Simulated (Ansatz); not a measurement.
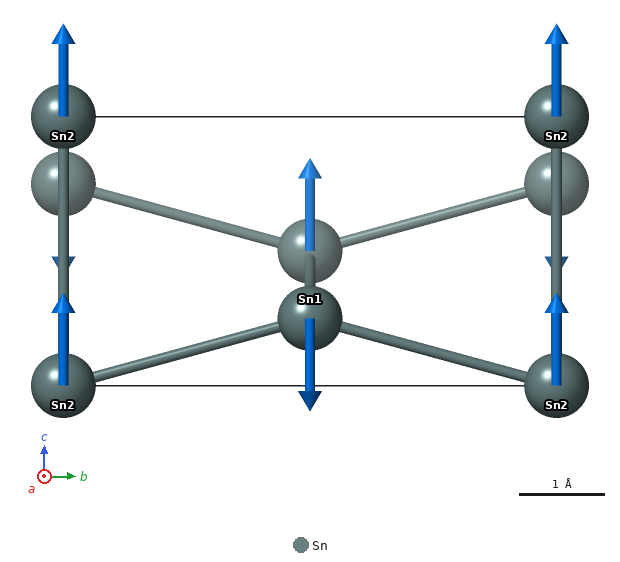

A crystal of Sn (I4_1/amd): a normal mode at the zone centre is frozen in with the cell fixed, the amplitude being the largest displacement of an atom. The picture shows the reference cell. The blue arrows give the direction of positive displacement. A ball-and-stick model of the conventional cell (2 times the calculation's cell), seen along the a axis. Lengths and directions refer to the drawn axes.

Method: DFT PBEsol, scalar-relativistic, plane waves, PAW in Ansatz 0.2.0. (plane-wave cutoff 420 eV; k-point mesh 22 × 22 × 22; occupations gaussian; smearing width 0.15 eV; no spin polarisation). Energies (free energies at the smearing named) are counted from the relaxed crystal.

```
CELL_PARAMETERS angstrom
-2.90990 2.90990 1.58699
2.90990 -2.90990 1.58699
2.90990 2.90990 -1.58699
ATOMIC_POSITIONS crystal
Sn 0.75000 0.25000 0.50000
Sn 0.00000 0.00000 0.00000
```

Predict the energy profile (the amplitude: −0.120, −0.090, −0.060, −0.030, 0.000, 0.015, 0.030, 0.045, 0.060, 0.075, 0.090, 0.105, 0.120 Å).

Answer.
```csv
largest displacement (Å),energy change (meV/cell)
−0.120,11.9
−0.090,6.9
−0.060,3.1
−0.030,0.8
0.000,0.0
0.015,0.2
0.030,0.8
0.045,1.8
0.060,3.1
0.075,4.9
0.090,6.9
0.105,9.2
0.120,11.9
```

Points that are alike by symmetry were computed once.

The harmonic wavenumber of the mode is 45 cm⁻¹, a stable vibration. The lowest computed point lies at the amplitude 0.00 Å (0.0 meV/cell). The end points stand at 11.9 meV/cell (−0.12 Å) and 11.9 meV/cell (0.12 Å). The well is symmetric. At the highest point the shortest interatomic distance is 2.96 Å, against 3.02 Å in the reference. The distortion takes the space group from I4_1/amd to Imma.

The computed profile (hollow markers are points alike by symmetry):

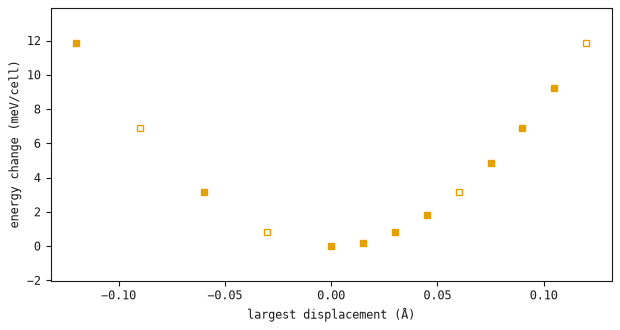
